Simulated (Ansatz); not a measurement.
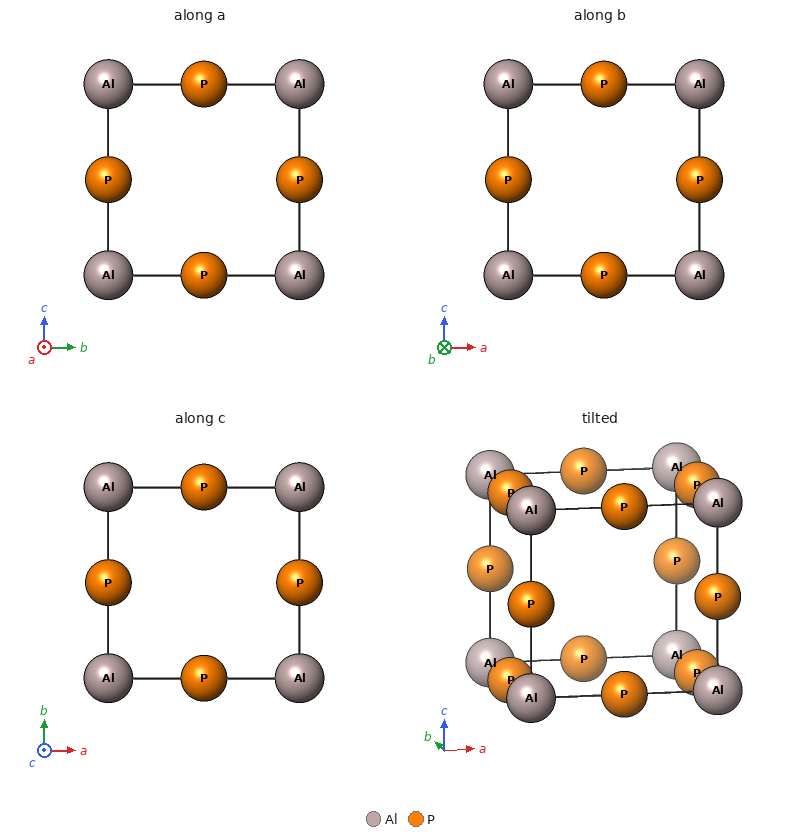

Drawn in the spheres-only manner and seen along the a axis, along the b axis, along the c axis and slightly off an axis. The parallelepiped is the conventional unit cell.

Lattice parameters: a = 4.6580 Å, b = 4.6580 Å, c = 4.6580 Å, α = 90.000°, β = 90.000°, γ = 90.000°.

From the views, write a CIF with its space group and independent sites.

Answer.
```cif
data_structure
_symmetry_space_group_name_H-M 'P m -3 m'
_symmetry_Int_Tables_number 221
_cell_length_a 4.6580
_cell_length_b 4.6580
_cell_length_c 4.6580
_cell_angle_alpha 90.000
_cell_angle_beta 90.000
_cell_angle_gamma 90.000
_cell_volume 101.06
loop_
_atom_site_label
_atom_site_type_symbol
_atom_site_symmetry_multiplicity
_atom_site_Wyckoff_symbol
_atom_site_fract_x
_atom_site_fract_y
_atom_site_fract_z
_atom_site_occupancy
Al1 Al 1 a 0.0000 0.0000 0.0000 1
P1 P 3 d 0.5000 0.0000 0.0000 1
```

The model was built from a structure type filled with these elements by a generator (whether the compound takes this form wasn't checked). The structure drawn was relaxed with DFT PBE, scalar-relativistic, plane waves, PAW (Ansatz 0.2.0).
